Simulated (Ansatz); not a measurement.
## Single-point calculation, with input and output: CdO₂ (part 2 of 2)

The same run, continued: CdO₂ (6 atoms in the cell); DFT r2SCAN, scalar-relativistic, plane waves, PAW, spin-polarised (Ansatz 0.2.0); cutoff 500 eV, 12×6×10 k-mesh, Gaussian smearing of 0.1 eV, collinear spins. The structure derives from a Materials Project entry. It belongs to a series of runs on one base structure; here: antiferromagnetic, doubled cell, propagation vector (0, 1/2, 0).

Geometry of the input (Å; fractional positions):
```
3.4762  0.0000  0.0000
-3.4762  6.0210  0.0000
0.0000  0.0000  4.1481
Cd 0.0000  0.0000  0.0000
O  0.6667  0.1667  0.7558
O  0.3333  0.3333  0.2442
Cd -0.0000  0.5000  0.0000
O  0.6667  0.6667  0.7558
O  0.3333  0.8333  0.2442
```

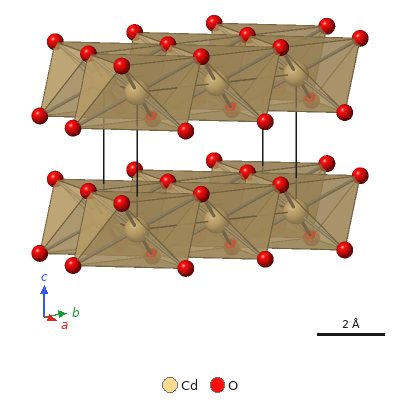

**Figure 1.** The structure (polyhedral view of the cell of the calculation, seen slightly off an axis; polyhedra are completed across the faces of the cell).

**The program's output, continued**
```
SCF iter   1: F=-18794.466555 eV  HF=-18802.856855 eV  |F-HF|=8.39e0  |Δ(HF+E_count)|=         —  Δρ=5.80e-2 (↑5.80e-2 ↓5.80e-2)  dr2=9.81e0  dr2_τ=3.86e-2  dr2_m=2.08e-1  M=0.000 μB ∫|m|=3.744 μB  β_m=0.30  ethr=3.10e-3  ⟨swp⟩=5.5  Hψ=33371  notcnv=0  defer=114
preconditioner: auto → Kerker (q_TF=auto, 2.593 Å⁻¹)  [metal: Δε(μ)=0.005 eV  Ē_g=15.437 eV  σ=0.100 eV  W_gap=0.03  n_scr=32 (ndim 8)  ℏωp=27.6 eV  f_vac=0.053  D(μ)=4.50/eV (n_scr^D=38)]
spin=Collinear: Kerker preconditioning applied to the charge; magnetization (m = ρ↑ − ρ↓) channel mixes plain (no charge-response kernel on spin).
SCF iter   2: F=-18798.209265 eV  HF=-18801.049863 eV  |F-HF|=2.84e0  |Δ(HF+E_count)|=    1.81e0  Δρ=3.57e-2 (↑3.57e-2 ↓3.57e-2)  dr2=3.72e0  dr2_τ=4.63e-2  dr2_m=1.62e-1  M=0.000 μB ∫|m|=3.734 μB  β_m=0.30  ethr=3.10e-3  ⟨swp⟩=2.3  Hψ=17364  notcnv=0  defer=536  κ⁻¹=1.0e0(r=1)
SCF iter   3: F=-18800.208947 eV  HF=-18800.196458 eV  |F-HF|=1.25e-2  |Δ(HF+E_count)|=   8.53e-1  Δρ=1.66e-2 (↑1.66e-2 ↓1.66e-2)  dr2=3.61e-1  dr2_τ=1.89e-2  dr2_m=1.10e-1  M=0.000 μB ∫|m|=3.603 μB  β_m=0.30  ethr=3.10e-3  ⟨swp⟩=3.0  Hψ=16160  notcnv=0  defer=536  κ⁻¹=6.6e-3(r=2)
SCF iter   4: F=-18800.279588 eV  HF=-18800.253599 eV  |F-HF|=2.60e-2  |Δ(HF+E_count)|=   5.71e-2  Δρ=1.10e-2 (↑1.10e-2 ↓1.10e-2)  dr2=1.18e-1  dr2_τ=2.05e-3  dr2_m=7.83e-2  M=0.000 μB ∫|m|=3.591 μB  β_m=0.30  ethr=5.64e-4  ⟨swp⟩=2.0  Hψ=17896  notcnv=0  defer=522  κ⁻¹=7.9e-4(r=3)
SCF iter   5: F=-18800.327360 eV  HF=-18800.274389 eV  |F-HF|=5.30e-2  |Δ(HF+E_count)|=   2.08e-2  Δρ=8.98e-3 (↑8.98e-3 ↓8.98e-3)  dr2=3.15e-2  dr2_τ=1.74e-3  dr2_m=5.42e-2  M=0.000 μB ∫|m|=3.542 μB  β_m=0.30  ethr=1.84e-4  ⟨swp⟩=2.4  Hψ=15475  notcnv=0  defer=522  κ⁻¹=3.9e-4(r=4)
SCF iter   6: F=-18800.349389 eV  HF=-18800.311241 eV  |F-HF|=3.81e-2  |Δ(HF+E_count)|=   3.69e-2  Δρ=7.62e-3 (↑7.62e-3 ↓7.62e-3)  dr2=1.14e-2  dr2_τ=7.55e-4  dr2_m=4.25e-2  M=0.000 μB ∫|m|=3.579 μB  β_m=1.00  ethr=4.92e-5  ⟨swp⟩=2.0  Hψ=19214  notcnv=0  defer=522  κ⁻¹=9.8e-6(r=5)
SCF iter   7: F=-18800.391460 eV  HF=-18800.360741 eV  |F-HF|=3.07e-2  |Δ(HF+E_count)|=   4.95e-2  Δρ=4.58e-3 (↑4.58e-3 ↓4.58e-3)  dr2=8.54e-3  dr2_τ=2.12e-4  dr2_m=1.09e-2  M=0.000 μB ∫|m|=3.619 μB  β_m=1.00  ethr=1.78e-5  ⟨swp⟩=2.0  Hψ=17260  notcnv=0  defer=522  κ⁻¹=6.8e-6(r=6)
SCF iter   8: F=-18800.406626 eV  HF=-18800.384649 eV  |F-HF|=2.20e-2  |Δ(HF+E_count)|=   2.39e-2  Δρ=4.91e-3 (↑4.91e-3 ↓4.91e-3)  dr2=2.42e-2  dr2_τ=1.92e-4  dr2_m=4.27e-3  M=0.000 μB ∫|m|=3.664 μB  β_m=1.00  ethr=1.33e-5  ⟨swp⟩=2.0  Hψ=15018  notcnv=0  defer=522  κ⁻¹=4.7e-6(r=7)
SCF iter   9: F=-18800.410278 eV  HF=-18800.405666 eV  |F-HF|=4.61e-3  |Δ(HF+E_count)|=   2.10e-2  Δρ=7.53e-3 (↑7.53e-3 ↓7.53e-3)  dr2=6.53e-2  dr2_τ=6.55e-4  dr2_m=1.55e-3  M=0.000 μB ∫|m|=3.693 μB  β_m=1.00  ethr=1.33e-5  ⟨swp⟩=2.1  Hψ=15452  notcnv=0  defer=522  κ⁻¹=3.7e-6(r=8)
SCF iter  10: F=-18800.423506 eV  HF=-18800.409970 eV  |F-HF|=1.35e-2  |Δ(HF+E_count)|=   4.30e-3  Δρ=2.88e-3 (↑2.88e-3 ↓2.88e-3)  dr2=1.04e-2  dr2_τ=9.14e-5  dr2_m=9.59e-4  M=0.000 μB ∫|m|=3.704 μB  β_m=1.00  ethr=1.33e-5  ⟨swp⟩=2.0  Hψ=15431  notcnv=0  defer=522  κ⁻¹=9.5e-7(r=8)
SCF iter  11: F=-18800.426880 eV  HF=-18800.418288 eV  |F-HF|=8.59e-3  |Δ(HF+E_count)|=   8.32e-3  Δρ=3.56e-3 (↑3.56e-3 ↓3.56e-3)  dr2=1.46e-2  dr2_τ=1.48e-4  dr2_m=3.68e-4  M=0.000 μB ∫|m|=3.711 μB  β_m=1.00  ethr=1.33e-5  ⟨swp⟩=2.0  Hψ=10786  notcnv=0  defer=522  κ⁻¹=1.1e-5(r=8)
SCF iter  12: F=-18800.429478 eV  HF=-18800.422721 eV  |F-HF|=6.76e-3  |Δ(HF+E_count)|=   4.43e-3  Δρ=2.74e-3 (↑2.74e-3 ↓2.74e-3)  dr2=7.74e-3  dr2_τ=9.85e-5  dr2_m=1.96e-4  M=0.000 μB ∫|m|=3.714 μB  β_m=1.00  ethr=1.33e-5  ⟨swp⟩=1.2  Hψ=9592  notcnv=0  defer=522  κ⁻¹=1.1e-5(r=8)
SCF iter  13: F=-18800.431321 eV  HF=-18800.426134 eV  |F-HF|=5.19e-3  |Δ(HF+E_count)|=   3.41e-3  Δρ=8.37e-4 (↑8.37e-4 ↓8.37e-4)  dr2=4.47e-4  dr2_τ=7.72e-6  dr2_m=1.99e-4  M=0.000 μB ∫|m|=3.718 μB  β_m=0.30  ethr=1.21e-5  ⟨swp⟩=2.3  Hψ=13866  notcnv=0  defer=522
Mixer restart at iter 13: flushing history
spin-set hold released at iteration 13 (site moments contracting): the magnetisation degrees of freedom join the quasi-Newton model from the next iteration; the mixer history was flushed
SCF iter  14: F=-18800.431854 eV  HF=-18800.428890 eV  |F-HF|=2.96e-3  |Δ(HF+E_count)|=   2.76e-3  Δρ=8.27e-4 (↑8.27e-4 ↓8.27e-4)  dr2=4.32e-4  dr2_τ=7.49e-6  dr2_m=2.39e-4  M=0.000 μB ∫|m|=3.719 μB  β_m=0.30  ethr=6.98e-7  ⟨swp⟩=2.0  Hψ=14558  notcnv=0  defer=526  κ⁻¹=1.0e0(r=1)
SCF iter  15: F=-18800.431680 eV  HF=-18800.428096 eV  |F-HF|=3.58e-3  |Δ(HF+E_count)|=   7.93e-4  Δρ=8.42e-4 (↑8.42e-4 ↓8.42e-4)  dr2=4.45e-4  dr2_τ=7.88e-6  dr2_m=2.37e-4  M=0.000 μB ∫|m|=3.719 μB  β_m=0.30  ethr=6.75e-7  ⟨swp⟩=1.0  Hψ=9254  notcnv=0  defer=526  κ⁻¹=2.0e-2(r=2)
SCF iter  16: F=-18800.433192 eV  HF=-18800.432911 eV  |F-HF|=2.81e-4  |Δ(HF+E_count)|=   4.81e-3  Δρ=4.77e-4 (↑4.77e-4 ↓4.77e-4)  dr2=1.82e-4  dr2_τ=2.71e-6  dr2_m=9.49e-5  M=0.000 μB ∫|m|=3.724 μB  β_m=0.30  ethr=6.75e-7  ⟨swp⟩=2.2  Hψ=14960  notcnv=0  defer=526  κ⁻¹=6.4e-4(r=3)
SCF iter  17: F=-18800.433533 eV  HF=-18800.433405 eV  |F-HF|=1.28e-4  |Δ(HF+E_count)|=   4.94e-4  Δρ=1.59e-4 (↑1.59e-4 ↓1.59e-4)  dr2=2.78e-5  dr2_τ=9.30e-7  dr2_m=1.16e-5  M=0.000 μB ∫|m|=3.727 μB  β_m=0.30  ethr=2.85e-7  ⟨swp⟩=2.0  Hψ=14914  notcnv=0  defer=534  κ⁻¹=8.0e-5(r=4)
SCF iter  18: F=-18800.433562 eV  HF=-18800.433509 eV  |F-HF|=5.26e-5  |Δ(HF+E_count)|=   1.04e-4  Δρ=1.02e-4 (↑1.02e-4 ↓1.02e-4)  dr2=8.94e-6  dr2_τ=2.56e-7  dr2_m=5.33e-6  M=0.000 μB ∫|m|=3.727 μB  β_m=0.30  ethr=4.35e-8  ⟨swp⟩=2.0  Hψ=13749  notcnv=0  defer=534  κ⁻¹=6.8e-5(r=5)
SCF iter  19: F=-18800.433568 eV  HF=-18800.433544 eV  |F-HF|=2.33e-5  |Δ(HF+E_count)|=   3.52e-5  Δρ=6.19e-5 (↑6.19e-5 ↓6.19e-5)  dr2=3.73e-6  dr2_τ=5.96e-8  dr2_m=1.55e-6  M=0.000 μB ∫|m|=3.726 μB  β_m=0.30  ethr=1.40e-8  ⟨swp⟩=2.0  Hψ=13634  notcnv=0  defer=534  κ⁻¹=5.9e-5(r=6)
SCF iter  20: F=-18800.433573 eV  HF=-18800.433568 eV  |F-HF|=5.31e-6  |Δ(HF+E_count)|=   2.33e-5  Δρ=3.79e-5 (↑3.79e-5 ↓3.79e-5)  dr2=1.02e-6  dr2_τ=2.86e-8  dr2_m=6.83e-7  M=0.000 μB ∫|m|=3.726 μB  β_m=0.30  ethr=5.82e-9  ⟨swp⟩=2.0  Hψ=13685  notcnv=0  defer=534  κ⁻¹=3.2e-5(r=7)
SCF iter  21: F=-18800.433574 eV  HF=-18800.433571 eV  |F-HF|=2.81e-6  |Δ(HF+E_count)|=   3.51e-6  Δρ=2.78e-5 (↑2.78e-5 ↓2.78e-5)  dr2=5.68e-7  dr2_τ=1.24e-8  dr2_m=3.50e-7  M=0.000 μB ∫|m|=3.726 μB  β_m=0.30  ethr=1.59e-9  ⟨swp⟩=2.0  Hψ=13640  notcnv=0  defer=534  κ⁻¹=3.1e-5(r=8)
SCF iter  22: F=-18800.433575 eV  HF=-18800.433575 eV  |F-HF|=1.31e-7  |Δ(HF+E_count)|=   3.86e-6  Δρ=1.13e-5 (↑1.13e-5 ↓1.13e-5)  dr2=1.54e-7  dr2_τ=4.22e-9  dr2_m=4.62e-8  M=0.000 μB ∫|m|=3.725 μB  β_m=0.30  ethr=8.88e-10  ⟨swp⟩=2.2  Hψ=13758  notcnv=0  defer=534  κ⁻¹=8.8e-6(r=8)
SCF iter  23: F=-18800.433575 eV  HF=-18800.433575 eV  |F-HF|=3.04e-8  |Δ(HF+E_count)|=   1.63e-7  Δρ=5.31e-6 (↑5.31e-6 ↓5.31e-6)  dr2=3.43e-8  dr2_τ=1.00e-9  dr2_m=8.68e-9  M=0.000 μB ∫|m|=3.725 μB  ethr=1.56e-10  ⟨swp⟩=13.3  Hψ=56092  notcnv=0
SCF 1 converged in 23 iterations: F = -18800.433575 eV  dr2 = 3.43e-8
  greatest PAW one-centre occupation: 1.002 electrons in one spin orbital (limit 2), on the Cd atom at site 3 (counted from 0), in its partial waves of l = 1
this state was not tested for a lower state beside it, because the mixer in use, unlike msr1, does not test its closes by its own steps (another_mixer; see scf.mixing.algorithm and scf.lower_state_search)
SCF converged after 23 iterations
Magnetization: 0.0000 μB (32.0000 up, 32.0000 down)
Absolute magnetization: 3.7353 μB (∫|ρ↑−ρ↓|, with the PAW one-centre terms)
Spin contamination: 1.8149 ħ² per cell (⟨S²⟩ above its minimum at these occupations)
Per-site moments (μB) at R_I (Å): [(-2.521100949304215e-16, 0.927373516283984), (0.8263197664506031, 0.927373516283984), (0.8263197664506033, 0.927373516283984), (1.992056589632584e-16, 0.927373516283984), (-0.8263197664506031, 0.927373516283984), (-0.8263197664506037, 0.9273735162839841)]
Free energy (F): -18800.433575 eV
Harris-Foulkes:  -18800.433575 eV  (|F-HF|=3.04e-8)
Internal energy: -18800.417704 eV  (E = F + TS)
E sigma→0 (E₀):  -18800.425640 eV
Entropy (-TS):   -0.015871 eV (-2.645 meV/atom)
Fermi energy:    6.442527 eV
--- Per-component energies (eV) ---
  E_band       = -1079.385038
  E_kinetic    = 1694.871171
  E_local      = -8517.884515  (includes V_loc(G=0)·N_el)
  E_nonlocal   = 266.630466
  E_hartree    = 3793.515308
  E_xc         = -622.104822
  E_vxc        = -902.849703  (∫ρ·V_xc dr)
  E_paw        = -8850.856301  (= ΣΔE_a)
  E_vpaw       = -1268.697280  (= ΣTr[D̂ρ^β])
  E_aug_tail   = 0.003645  (compensation charges beyond the density's cutoff)
  E_vtau       = 61.511625  (kinetic-family band-sum trace: ∫τ·v_τ [+ j·A + Jᵃ·Aᵃ] dr)
  E_ewald      = -6563.335352
  E_core_change = -1.257305  (= ΣΔE_core)
  E_smearing   = -0.015871  (= −TS)
  E_closure    = 0.000000  (closes the sum)
  Σ components = -18800.433575   (vs F -18800.433575, Δ=0.00e0)
--- Forces (eV/Å), atoms counted from 1 ---
  atom   1  Cd     0.00000000     0.00000000     0.00000000
  atom   2  O      0.00000000     0.25293987     0.09529420
  atom   3  O     -0.00000000    -0.25293987    -0.09529420
  atom   4  Cd     0.00000000    -0.00000000    -0.00000000
  atom   5  O      0.00000000     0.25293987     0.09529420
  atom   6  O     -0.00000000    -0.25293987    -0.09529420
  max |Σ_I F_I| component: 1.39e-17 eV/Å
--- Stress (GPa, compression-positive) ---
       -1.672511       0.000000       0.000000
        0.000000       1.382757      -1.488673
        0.000000      -1.488860      -3.317446
  P = ⅓ Tr σ = -1.2024 GPa (-12.024 kbar)
--- Band table (eV; the first three rows and the last of 436) ---
  k-point 0 ↑: bands = ["-96.6361", "-96.6357", "-56.8217", "-56.8173", "-56.8131", "-56.8110", "-56.7960", "-56.7941", "-12.7045", "-11.9734", "-10.7101", "-9.9469", "-1.0374", "-1.0156", "-0.7286", "-0.6077", "-0.5874", "-0.0811", "0.0065", "0.0213", "0.1634", "0.2794", "2.6538", "2.7698", "3.5453", "4.0488", "4.2267", "4.7900", "5.1960", "5.3958", "6.1525", "6.1739", "6.7540", "7.7879", "9.9905", "14.0946", "15.2365", "15.7890", "19.4616", "19.9151", "20.4919"]
  k-point 1 ↑: bands = ["-96.6361", "-96.6357", "-56.8217", "-56.8173", "-56.8131", "-56.8110", "-56.7960", "-56.7941", "-12.6859", "-11.9866", "-10.6956", "-9.9686", "-1.0352", "-1.0133", "-0.7029", "-0.6218", "-0.5952", "-0.0648", "0.0045", "0.0192", "0.1630", "0.2813", "2.5454", "2.8778", "3.5815", "3.8566", "4.3320", "4.7672", "5.1591", "5.4523", "6.1786", "6.1962", "6.7230", "7.6743", "10.2035", "14.1045", "15.1556", "15.8185", "18.8568", "19.5331", "20.6751"]
  k-point 2 ↑: bands = ["-96.6360", "-96.6357", "-56.8217", "-56.8173", "-56.8132", "-56.8110", "-56.7960", "-56.7941", "-12.6333", "-12.0253", "-10.6535", "-10.0298", "-1.0296", "-1.0075", "-0.6778", "-0.6156", "-0.6146", "-0.0215", "-0.0008", "0.0138", "0.1621", "0.2883", "2.4159", "2.9883", "3.5997", "3.6806", "4.3697", "4.7081", "5.0817", "5.5898", "6.2431", "6.2500", "6.6409", "7.4470", "10.7176", "14.1385", "14.8985", "15.8164", "17.9520", "19.6897", "20.7117"]
  k-point 217 ↓: bands = ["-96.6357", "-96.6357", "-56.8184", "-56.8184", "-56.8125", "-56.8125", "-56.8000", "-56.8000", "-12.2224", "-12.2224", "-10.2949", "-10.2949", "-0.5524", "-0.5524", "-0.5126", "-0.5126", "-0.1696", "-0.1696", "0.0724", "0.0724", "0.1390", "0.1390", "2.3867", "2.3867", "3.4786", "3.4786", "3.8633", "3.8633", "4.3124", "4.3124", "5.7165", "5.7165", "7.5205", "7.5205", "14.5464", "14.5464", "15.5264", "15.5264", "18.0524", "18.0524", "19.6241"]
--- Löwdin populations: 6 sites ---
  site symbol       q [e]    m [muB]
     0     Cd     18.4305     0.0000
     1      O      6.7095     0.8948
     2      O      6.7095     0.8948
     3     Cd     18.4305     0.0000
     4      O      6.7095    -0.8948
     5      O      6.7095    -0.8948
  spilling = 0.004702 (of n_electrons = 64.000000)
```

**File populations.tsv**
```
# site	symbol	l	j	q_up	q_dn
# orbitals = lowdin
# n_electrons = 64.000000
# spilling = 0.004702
0	Cd	0_4S	-	0.998961	0.998961
0	Cd	0_5S	-	0.272664	0.272664
0	Cd	1_4P	-	2.999452	2.999452
0	Cd	2_4D	-	4.944166	4.944166
1	O	0_2S	-	0.974230	0.968424
1	O	1_2P	-	2.827922	1.938950
2	O	0_2S	-	0.974230	0.968424
2	O	1_2P	-	2.827922	1.938950
3	Cd	0_4S	-	0.998961	0.998961
3	Cd	0_5S	-	0.272664	0.272664
3	Cd	1_4P	-	2.999452	2.999452
3	Cd	2_4D	-	4.944166	4.944166
4	O	0_2S	-	0.968424	0.974230
4	O	1_2P	-	1.938950	2.827922
5	O	0_2S	-	0.968424	0.974230
5	O	1_2P	-	1.938950	2.827922
```

**Results in brief**

| quantity | value |
| --- | --- |
| outcome | converged |
| space group (tolerance 0.01 Å) | P-3m1 (164) |
| electrons treated | 64 |
| free energy | −18800.4336 eV |
| Fermi energy | 6.443 eV |
| gap on the k-point mesh | none (metallic) |
| net moment of the cell | 0.00 μB |
| integrated absolute moment | 3.74 μB |
| pressure | −1.20 GPa |
| largest force (length of the vector) | 0.270 eV/Å |
| hardware | 1 thread of Arm Neoverse V2, 24 GiB of memory available, shared host |
| wall time | 4.1 min |
| peak memory | 1.3 GiB |

The electronic state found may not be the lowest one. The program warns: the state was not tested for a lower one.
